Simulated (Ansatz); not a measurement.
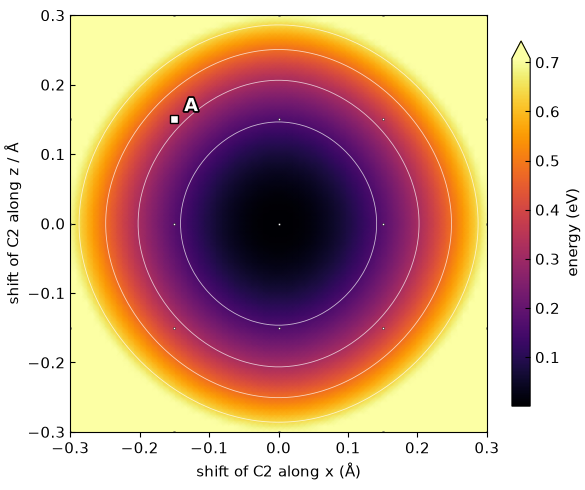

WC (P-6m2, No. 187; 2 atoms in the cell). Atom C2 is moved over a plane while all other atoms and the cell stay fixed (its periodic images move with it) (x along [1 0 0], y along [1 2 0], z along [0 0 1] of the conventional cell). The first coordinate is: shift of C2 along x; the second: shift of C2 along z. The scan uses a 5 × 5 grid; 9 points were computed and 16 follow by symmetry. Points are written as (first, second). Energies are in eV per cell, from the lowest grid point. The reference cell is the one listed in the database, not relaxed at this level. These are results of DFT PBE, scalar-relativistic, plane waves, PAW in Ansatz, not measurements. Settings: cutoff 420 eV, k-mesh 18×18×16 in the order of the run's cell vectors, gaussian smearing 0.15 eV, no spin polarisation.

The picture shows a smooth colour map with a few white contour lines, dots at the grid points, one colour for all values above the top of the scale, the point A. Between grid points the surface is interpolated.

Which way does the force act at A, and how strong is it?

A, at (−0.15 Å, 0.15 Å), is not a stationary point. The computed force is 3.5 eV/Å in the plane, pointing down and right in the picture (components 2.5 and −2.4 eV/Å).
